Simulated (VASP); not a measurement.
BaTe: geometry relaxation

- system: BaTe (Fm-3m, 2 atoms in the cell)
- method: DFT, PBE, plane waves, PAW (VASP 6.6.1)

The structure was built on a prototype by a generator.

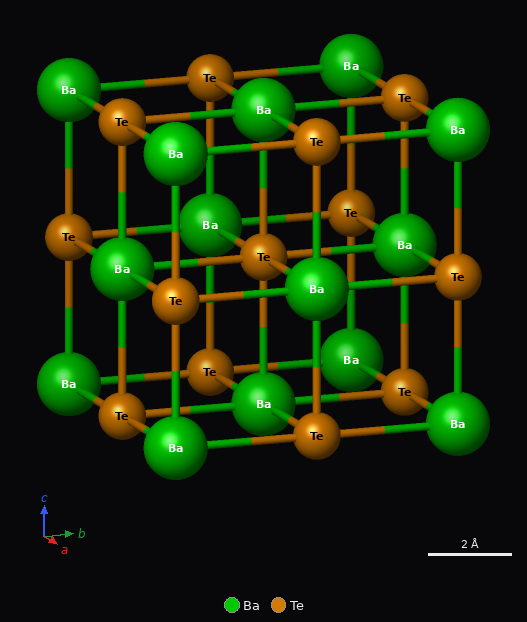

Figure 1. The structure as given in the input (ball-and-stick view of the cell 4 times as large as that of the calculation, set on its symmetry axes, seen slightly off an axis). Near neighbours in the crystal (not all of them lie inside the picture): Ba has 6 Te at 3.66 Å; Te has 6 Ba at 3.66 Å.

## INCAR
```
ENCUT = 600.000000
SIGMA = 0.020000
EDIFF = 1.00e-07
EDIFFG = -5.00e-03
GGA = PE
PREC = Accurate
IBRION = 2
ISIF = 3
ISMEAR = -1
NBANDS = 15
NELM = 120
NSW = 40
LASPH = .TRUE.
LCHARG = .FALSE.
LWAVE = .FALSE.
LREAL = .FALSE.
```

## KPOINTS
```
KPOINTS created by Atomic Simulation Environment
0
Gamma
6 6 6
0 0 0
```

## POSCAR
```
Ba Te
 1.0000000000000000
     0.0000000000000000    3.6605770000000000    3.6605770000000000
     3.6605770000000000    0.0000000000000000    3.6605770000000000
     3.6605770000000000    3.6605770000000000    0.0000000000000000
 Ba  Te
   1   1
Cartesian
  0.0000000000000000  0.0000000000000000  0.0000000000000000
  3.6605770000000000  3.6605770000000000  3.6605770000000000
```

Run as:
```bash
mpirun -np 1 vasp_std
```

## OSZICAR
```
N       E                     dE             d eps       ncg     rms          rms(c)
DAV:   1     0.915691294342E+02    0.91569E+02   -0.67963E+03   480   0.991E+02
DAV:   2    -0.233854048373E+01   -0.93908E+02   -0.86387E+02   664   0.157E+02
DAV:   3    -0.859428669091E+01   -0.62557E+01   -0.62157E+01   660   0.446E+01
DAV:   4    -0.873535446835E+01   -0.14107E+00   -0.14101E+00   655   0.671E+00
DAV:   5    -0.873800806161E+01   -0.26536E-02   -0.26536E-02   685   0.757E-01    0.354E+00
DAV:   6    -0.861862380508E+01    0.11938E+00   -0.13841E-01   592   0.184E+00    0.232E+00
DAV:   7    -0.862137163367E+01   -0.27478E-02   -0.11341E-01   593   0.190E+00    0.837E-01
DAV:   8    -0.862878805003E+01   -0.74164E-02   -0.16065E-02   508   0.876E-01    0.199E-01
DAV:   9    -0.862916306004E+01   -0.37501E-03   -0.92764E-04   648   0.199E-01    0.682E-02
DAV:  10    -0.862940110126E+01   -0.23804E-03   -0.44414E-04   508   0.148E-01    0.243E-02
DAV:  11    -0.862941459140E+01   -0.13490E-04   -0.45399E-05   629   0.386E-02    0.241E-02
DAV:  12    -0.862941011596E+01    0.44754E-05   -0.13511E-05   543   0.185E-02    0.112E-02
DAV:  13    -0.862941103844E+01   -0.92247E-06   -0.93480E-07   557   0.551E-03    0.205E-03
DAV:  14    -0.862941116102E+01   -0.12258E-06   -0.11046E-08   394   0.670E-04    0.664E-04
DAV:  15    -0.862941126974E+01   -0.10873E-06   -0.17316E-08   380   0.840E-04    0.168E-04
DAV:  16    -0.862941125732E+01    0.12420E-07   -0.14156E-09   261   0.236E-04
   1 F= -.86294113E+01 E0= -.86294113E+01  d E =-.862941E+01
```

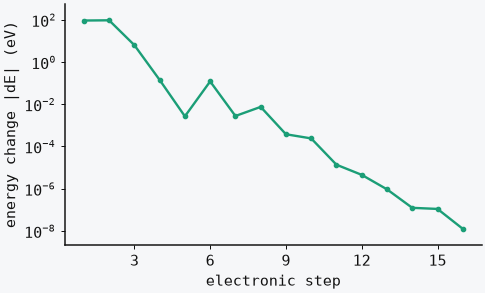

Figure 2. Convergence of the self-consistent field: energy change |dE| against the electronic step. It takes 16 electronic steps. The density is held fixed in the first few steps, and dE rises again when its update begins.

## Parts of OUTCAR
```
k-points           NKPTS =     16   k-points in BZ     NKDIM =     16   number of bands    NBANDS=     15

   NELECT =      16.0000    total number of electrons

   dimension x,y,z NGX =    40 NGY =   40 NGZ =   40
   dimension x,y,z NGXF=    80 NGYF=   80 NGZF=   80

  energy-cutoff  :      600.00
  volume of cell :       89.07
      direct lattice vectors                 reciprocal lattice vectors
     0.000000000  3.544599099  3.544599099    -0.141059676  0.141059676  0.141059676
     3.544599099  0.000000000  3.544599099     0.141059676 -0.141059676  0.141059676
     3.544599099  3.544599099  0.000000000     0.141059676  0.141059676 -0.141059676

 k-points in reciprocal lattice and weights: KPOINTS created by Atomic Simulation Env
   0.00000000  0.00000000  0.00000000       0.005
   0.16666667  0.00000000  0.00000000       0.037
   0.33333333  0.00000000  0.00000000       0.037
   0.50000000  0.00000000  0.00000000       0.019
   0.16666667  0.16666667  0.00000000       0.028
   0.33333333  0.16666667  0.00000000       0.111
   0.50000000  0.16666667  0.00000000       0.111
  -0.33333333  0.16666667  0.00000000       0.111
  -0.16666667  0.16666667  0.00000000       0.056
   0.33333333  0.33333333  0.00000000       0.028
   0.50000000  0.33333333  0.00000000       0.111
  -0.33333333  0.33333333  0.00000000       0.056
   0.50000000  0.50000000  0.00000000       0.014
   0.50000000  0.33333333  0.16666667       0.111
  -0.33333333  0.33333333  0.16666667       0.111
  -0.33333333  0.50000000  0.16666667       0.056

 E-fermi :   2.5159

 k-point     1 :       0.0000    0.0000    0.0000
  band No.  band energies     occupation
      1     -25.0780      2.00000
      2     -10.2211      2.00000
      3     -10.2211      2.00000
      4     -10.2211      2.00000
      5      -7.4158      2.00000
      6       2.0430      2.00000
      7       2.0430      2.00000
      8       2.0430      2.00000
      9       4.8088      0.00000
     10       4.9892      0.00000
     11       4.9892      0.00000
     12       4.9892      0.00000
     13       5.5667      0.00000
     14       5.5667      0.00000
     15       9.0241      0.00000

 k-point     2 :       0.1667    0.0000    0.0000
  band No.  band energies     occupation
      1     -25.0754      2.00000
      2     -10.3186      2.00000
      3     -10.2238      2.00000
      4     -10.2238      2.00000
      5      -7.2520      2.00000
      6       1.2749      2.00000
      7       1.6931      2.00000
      8       1.6931      2.00000
      9       5.0097      0.00000
     10       5.3106      0.00000
     11       5.3106      0.00000
     12       5.8804      0.00000
     13       6.2805      0.00000
     14       6.2805      0.00000
     15       9.8023      0.00000

 k-point     3 :       0.3333    0.0000    0.0000
  band No.  band energies     occupation
      1     -25.0701      2.00000
      2     -10.4909      2.00000
      3     -10.2292      2.00000
      4     -10.2292      2.00000
      5      -6.9369      2.00000
      6       0.2944      2.00000
      7       1.1885      2.00000
      8       1.1885      2.00000
      9       5.4260      0.00000
     10       6.1320      0.00000
     11       6.1320      0.00000
     12       7.2199      0.00000
     13       7.8365      0.00000
     14       7.8365      0.00000
     15       9.9165      0.00000

 k-point     4 :       0.5000    0.0000    0.0000
  band No.  band energies     occupation
      1     -25.0674      2.00000
      2     -10.5684      2.00000
      3     -10.2318      2.00000
      4     -10.2318      2.00000
      5      -6.7820      2.00000
      6      -0.0917      2.00000
      7       0.9882      2.00000
      8       0.9882      2.00000
      9       6.1815      0.00000
     10       6.7053      0.00000
     11       6.8476      0.00000
     12       6.8476      0.00000
     13       8.9036      0.00000
     14       8.9036      0.00000
     15       9.2586      0.00000

 k-point     5 :       0.1667    0.1667    0.0000
  band No.  band energies     occupation
      1     -25.0745      2.00000
      2     -10.3100      2.00000
      3     -10.2388      2.00000
      4     -10.2388      2.00000
      5      -7.2367      2.00000
      6       0.9745      2.00000
      7       1.8540      2.00000
      8       1.8540      2.00000
      9       4.5266      0.00000
     10       5.3409      0.00000
     11       5.7432      0.00000
     12       5.7821      0.00000
     13       5.7821      0.00000
     14       7.4694      0.00000
     15      10.0444      0.00000

 k-point     6 :       0.3333    0.1667    0.0000
  band No.  band energies     occupation
      1     -25.0701      2.00000
      2     -10.4231      2.00000
      3     -10.2504      2.00000
      4     -10.2468      2.00000
      5      -7.0540      2.00000
      6       0.4941      2.00000
      7       1.3756      2.00000
      8       1.5164      2.00000
      9       4.6082      0.00000
     10       6.1194      0.00000
     11       6.3419      0.00000
     12       6.6882      0.00000
     13       6.7786      0.00000
     14       8.7279      0.00000
     15       9.9013      0.00000

 k-point     7 :       0.5000    0.1667    0.0000
  band No.  band energies     occupation
      1     -25.0665      2.00000
      2     -10.5133      2.00000
      3     -10.2648      2.00000
      4     -10.2471      2.00000
      5      -6.8895      2.00000
      6       0.2000      2.00000
      7       1.0182      2.00000
      8       1.1370      2.00000
      9       5.3652      0.00000
     10       6.7405      0.00000
     11       7.0014      0.00000
     12       7.2032      0.00000
     13       7.9589      0.00000
     14       8.7543      0.00000
     15       9.1375      0.00000

 k-point     8 :      -0.3333    0.1667    0.0000
  band No.  band energies     occupation
      1     -25.0674      2.00000
      2     -10.4984      2.00000
      3     -10.2771      2.00000
      4     -10.2322      2.00000
      5      -6.8986      2.00000
      6       0.1989      2.00000
      7       1.0367      2.00000
      8       1.1998      2.00000
      9       5.7043      0.00000
     10       6.2368      0.00000
     11       6.6159      0.00000
     12       6.9615      0.00000
     13       7.6409      0.00000
     14       9.2393      0.00000
     15      10.0115      0.00000

 k-point     9 :      -0.1667    0.1667    0.0000
  band No.  band energies     occupation
      1     -25.0718      2.00000
      2     -10.4027      2.00000
      3     -10.2587      2.00000
      4     -10.2205      2.00000
      5      -7.0781      2.00000
      6       0.6377      2.00000
      7       1.2723      2.00000
      8       1.6087      2.00000
      9       5.2805      0.00000
     10       5.4988      0.00000
     11       5.7302      0.00000
     12       6.2392      0.00000
     13       7.3739      0.00000
     14       7.7259      0.00000
     15      10.1881      0.00000

 k-point    10 :       0.3333    0.3333    0.0000
  band No.  band energies     occupation
      1     -25.0674      2.00000
      2     -10.3951      2.00000
      3     -10.2744      2.00000
      4     -10.2744      2.00000
      5      -7.1401      2.00000
      6       0.5867      2.00000
      7       1.6840      2.00000
      8       1.6840      2.00000
      9       3.8886      0.00000
     10       6.0869      0.00000
     11       6.1570      0.00000
     12       7.2290      0.00000
     13       7.2290      0.00000
     14       8.7887      0.00000
     15       9.9571      0.00000

 k-point    11 :       0.5000    0.3333    0.0000
  band No.  band energies     occupation
      1     -25.0648      2.00000
      2     -10.4103      2.00000
      3     -10.3135      2.00000
      4     -10.2774      2.00000
      5      -7.1079      2.00000
      6       0.7699      2.00000
      7       1.2512      2.00000
      8       1.4700      2.00000
      9       4.2001      0.00000
     10       6.8611      0.00000
     11       7.0031      0.00000
     12       7.2743      0.00000
     13       7.4014      0.00000
     14       7.7144      0.00000
     15       9.5768      0.00000

 k-point    12 :      -0.3333    0.3333    0.0000
  band No.  band energies     occupation
      1     -25.0648      2.00000
      2     -10.4320      2.00000
      3     -10.3475      2.00000
      4     -10.2564      2.00000
      5      -6.9840      2.00000
      6       0.5267      2.00000
      7       1.0727      2.00000
      8       1.1600      2.00000
      9       5.2497      0.00000
     10       6.5643      0.00000
     11       6.7928      0.00000
     12       6.8445      0.00000
     13       8.2117      0.00000
     14       8.4160      0.00000
     15       9.8739      0.00000

 k-point    13 :       0.5000    0.5000    0.0000
  band No.  band energies     occupation
      1     -25.0639      2.00000
      2     -10.3983      2.00000
      3     -10.2923      2.00000
      4     -10.2923      2.00000
      5      -7.2198      2.00000
      6       0.9235      2.00000
      7       1.6610      2.00000
      8       1.6610      2.00000
      9       3.6415      0.00000
     10       6.4084      0.00000
     11       6.5259      0.00000
     12       7.4632      0.00000
     13       7.6506      0.00000
     14       7.6506      0.00000
     15       9.6949      0.00000

 k-point    14 :       0.5000    0.3333    0.1667
  band No.  band energies     occupation
      1     -25.0665      2.00000
      2     -10.4414      2.00000
      3     -10.2988      2.00000
      4     -10.2572      2.00000
      5      -7.0069      2.00000
      6       0.4635      2.00000
      7       1.1523      2.00000
      8       1.3675      2.00000
      9       4.8318      0.00000
     10       6.3048      0.00000
     11       6.8653      0.00000
     12       7.0342      0.00000
     13       7.5259      0.00000
     14       8.8166      0.00000
     15       9.3684      0.00000

 k-point    15 :      -0.3333    0.3333    0.1667
  band No.  band energies     occupation
      1     -25.0648      2.00000
      2     -10.4427      2.00000
      3     -10.3176      2.00000
      4     -10.2757      2.00000
      5      -6.9839      2.00000
      6       0.5319      2.00000
      7       1.0891      2.00000
      8       1.1339      2.00000
      9       5.6084      0.00000
     10       5.7207      0.00000
     11       7.2467      0.00000
     12       7.2541      0.00000
     13       7.4324      0.00000
     14       9.1203      0.00000
     15       9.8647      0.00000

 k-point    16 :      -0.3333    0.5000    0.1667
  band No.  band energies     occupation
      1     -25.0639      2.00000
      2     -10.3719      2.00000
      3     -10.3317      2.00000
      4     -10.3189      2.00000
      5      -7.0938      2.00000
      6       0.9999      2.00000
      7       1.0105      2.00000
      8       1.3112      2.00000
      9       4.6253      0.00000
     10       6.5242      0.00000
     11       6.6346      0.00000
     12       7.1797      0.00000
     13       7.6586      0.00000
     14       8.3323      0.00000
     15       9.9574      0.00000

  Total        0.0001693      0.0001693      0.0001693      0.0000000      0.0000000     -0.0000000
  in kB        0.0030462      0.0030462      0.0030462      0.0000000      0.0000000     -0.0000000
  external PRESSURE =       0.0030462 kB  Pullay stress =       0.0000000 kB

 POSITION                                       TOTAL-FORCE (eV/Angst)
 -----------------------------------------------------------------------------------
      0.00000      0.00000      0.00000        -0.000000     -0.000000     -0.000000
      3.54460      3.54460      3.54460         0.000000      0.000000      0.000000
 -----------------------------------------------------------------------------------
    total drift:                                0.000000     -0.000000     -0.000000

  FREE ENERGIE OF THE ION-ELECTRON SYSTEM (eV)
  ---------------------------------------------------
  free  energy   TOTEN  =        -8.6294112573 eV

  energy  without entropy=       -8.6294112573  energy(sigma->0) =       -8.62941126
```

## CONTCAR
```
Ba Te
   1.00000000000000
     0.0000000000000000    3.5445990989095781    3.5445990989095781
     3.5445990989095781    0.0000000000000000    3.5445990989095781
     3.5445990989095781    3.5445990989095781    0.0000000000000000
  Ba              Te
     1     1
Direct
     0.0000000000000000    0.0000000000000000    0.0000000000000000
     0.5000000000000000    0.5000000000000000    0.5000000000000000

  0.00000000E+00  0.00000000E+00  0.00000000E+00
  0.00000000E+00  0.00000000E+00  0.00000000E+00
```

## Key numbers

```tsv
quantity	value
outcome	converged
space group (tolerance 0.01 Å)	Fm-3m (225)
electrons treated	16
free energy	−8.6294 eV
Fermi energy	2.516 eV
pressure	0.00 GPa
final volume	89.07 Å³
largest force (length of the vector)	under 0.001 eV/Å
hardware	1 CPU thread, shared host
wall time	14 s
peak memory	0.24 GiB
```

## Notes

The volume changed by more than 5 % on the plane waves of the start, so the result carries a basis error; a second relaxation from the end is advised.
